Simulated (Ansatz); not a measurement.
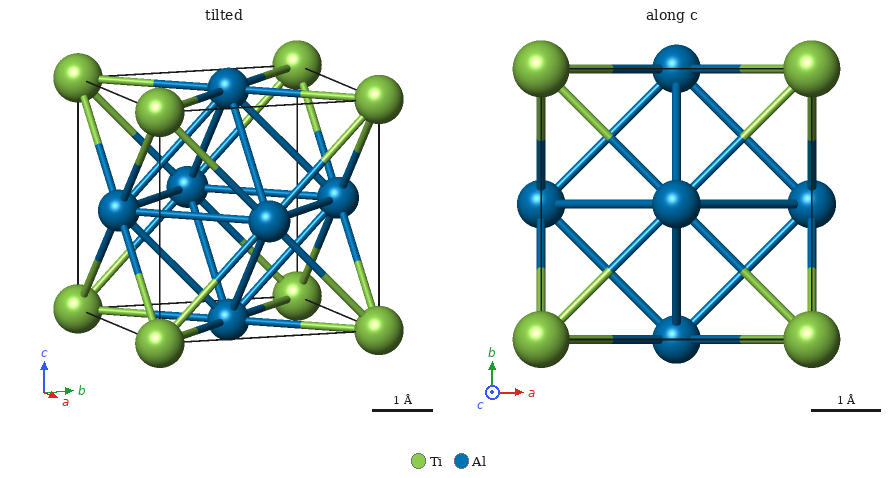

Shown here is a ball-and-stick view of the crystal, taken slightly off an axis and along the c axis. The conventional unit cell is outlined; an atom on or near a face, edge or corner is repeated at each equivalent position. Cell: a = 3.95 Å, b = 3.95 Å, c = 3.95 Å, α = 90.00°, β = 90.00°, γ = 90.00°.

The starting point was a structure listed in the Materials Project. Earlier steps of the study may have refined or changed the cell and positions. It went into a calculation with Ansatz.

**What is this?**

The compound is TiAl₃. The atoms follow space group Pm-3m (No. 221); the Bravais lattice is primitive cubic. The structure is of the kind named Cu₃Au (L1₂) type. It has 4 atoms to the cell (1 Ti, 3 Al). The neighbours of Ti are twelve Al in a cuboctahedral arrangement at about 2.8 Å. Around each Al lie eight Al and four Ti in a cuboctahedral arrangement (about 2.8 Å to Al, 2.8 Å to Ti). The bonds build a three-dimensional framework.

The calculation used DFT PBEsol, scalar-relativistic, plane waves, PAW (Ansatz), with wavefunction cutoff 420 eV, a 10×10×10 grid in reciprocal space, Gaussian smearing of 0.1 eV, no spin polarisation.

**Does it come out as a metal, or with a gap?**

A metal: bands cross the Fermi level.

**Predict the Bader charges.**

Ti +0.70 e; Al -0.23 e.

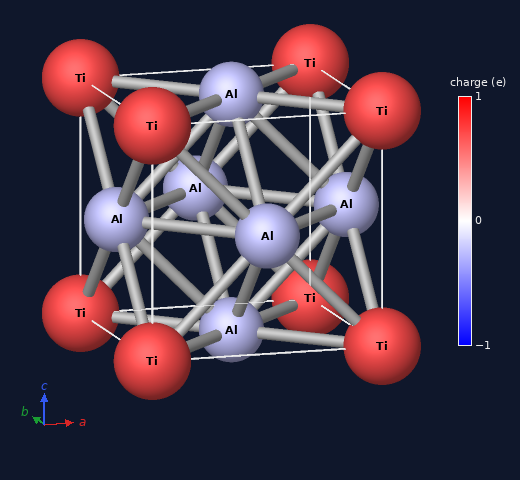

The atoms coloured by those charges. The run's cell of 4 atoms is drawn.

**Is the structure in equilibrium?**

Yes. All forces vanish to within 0.01 eV/Å. The pressure is 0.0 GPa, close to zero.
